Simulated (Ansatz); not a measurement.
The compound is MgTe (space group P6_3mc, No. 186), taken as a calculation's input that goes back to an entry of the Crystallography Open Database (an earlier step may have relaxed or displaced it).

```
CELL_PARAMETERS angstrom
4.57751 0.00000 0.00000
-2.28876 3.96424 0.00000
0.00000 0.00000 7.45558
ATOMIC_POSITIONS crystal
Mg 0.33333 0.66667 0.00440
Mg 0.66667 0.33333 0.50440
Te 0.33333 0.66667 0.38060
Te 0.66667 0.33333 0.88060
```

Bonds are taken as Mg–Te below 3.2 Å. Atoms with one bond or none are removed and atoms with two bonds are replaced by edges, until no such atom is left.

Derive the underlying net.

The result is a uninodal 4-connected, three-periodic net: Mg and Te are 4-connected nodes. It is the lon net, known from lonsdaleite, wurtzite and tridymite. It is a single net, without interpenetration.

```csv
node,links,point symbol,coordination sequence
Mg and Te,4,6⁶,4 12 25 44
```

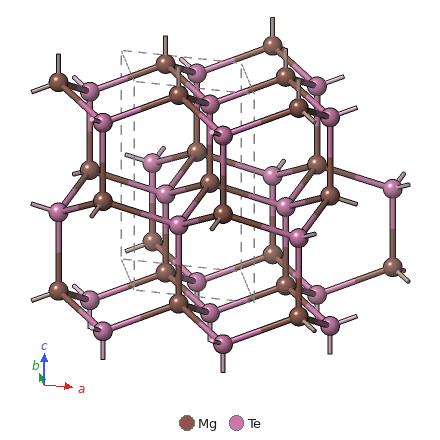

Nodes are coloured by element. Edges to nodes outside the piece are drawn as stubs.
